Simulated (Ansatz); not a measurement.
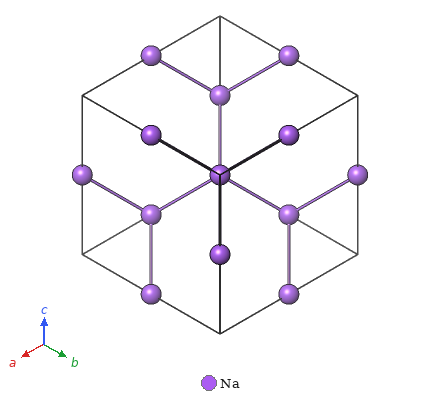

The structure, seen along [111]; the drawing may span several cells.

Given this structure, the input geometry of an electronic-structure calculation (not necessarily at equilibrium); the starting structure was generated, so it need not be a known form of this composition, written in its standard cell:

```xyz
8
Lattice="7.9201 0.0000 0.0000 0.0000 7.9201 0.0000 0.0000 0.0000 7.9201" Properties=species:S:1:pos:R:3 pbc="T T T"
Na    5.9401    5.9401    5.9401
Na    0.0000    3.9600    0.0000
Na    5.9401    1.9800    1.9800
Na    0.0000    0.0000    3.9600
Na    1.9800    5.9401    1.9800
Na    3.9600    3.9600    3.9600
Na    1.9800    1.9800    5.9401
Na    3.9600    0.0000    0.0000
```

> What does the kinematic electron diffraction pattern along [111] look like at 300 kV (B = 0.5 Å²)?

The spots form a hexagonal net with both shortest vectors at d = 2.80 Å, 60.0° apart. They are -2 2 0 and -2 0 2. The pattern has symmetry 6mm. The lattice centring (F) removes all reflections that break h + k = 2n, h + l = 2n.

Strongest reflections with d > 0.84 Å, one of each family (|F|² from tabulated Gaussian fits of the electron scattering factors, times a small damping for the curvature of the Ewald sphere):

```csv
hkl,d (Å),I (strongest = 100)
2 0 -2,2.800,100
4 -2 -2,1.617,34
4 0 -4,1.400,25
6 -2 -4,1.058,12
6 0 -6,0.933,8
```

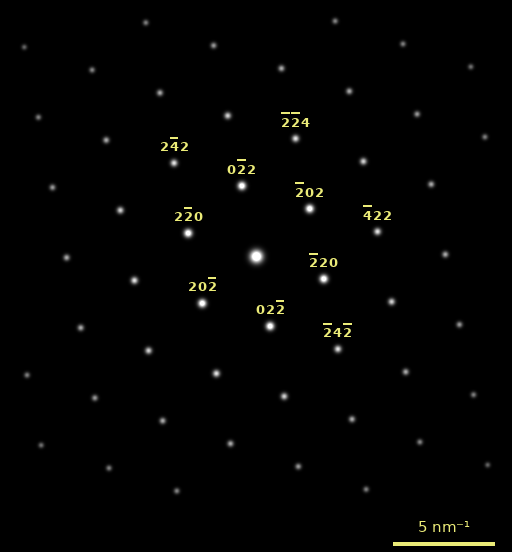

Calculated pattern, seen from the source side with [111] pointing towards the source.
